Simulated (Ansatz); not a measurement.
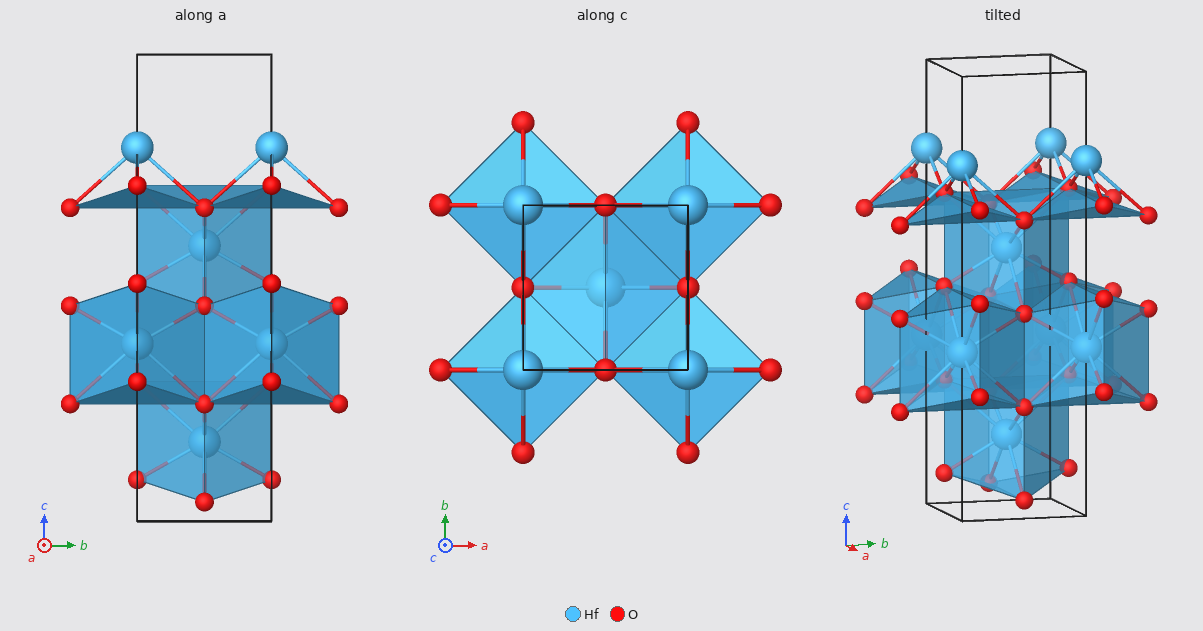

A polyhedral rendering, viewed along the a axis, along the c axis and slightly off an axis. The conventional unit cell is outlined; an atom on or near a face, edge or corner is repeated at each equivalent position. Some neighbours outside the box are added. Cell: a = 3.604 Å, b = 3.604 Å, c = 12.528 Å, α = 90.00°, β = 90.00°, γ = 90.00°.

What structure is drawn here?

- The solid is HfO₂.
- Space group: Pmm2 (No. 25). Lattice: primitive orthorhombic.
- One cell contains 4 Hf, 8 O, 12 atoms in all.
- With all contacts inside bonding distance counted, the coordination numbers are Hf 4 to 8 (mean 7.0) and O 2 to 4 (mean 3.5). Not all metal-metal contacts are counted.
- The bonds build HfO2 layers parallel to (001).

The initial geometry was a structure listed in the Materials Project. The cell was then strained or its atoms displaced on purpose. It went into a calculation with Ansatz.

At this level of theory the cell isn't at rest (stretched, at -5 GPa and forces up to 2.7 eV/Å), so its distances can differ from those at equilibrium, the more so the softer the solid.
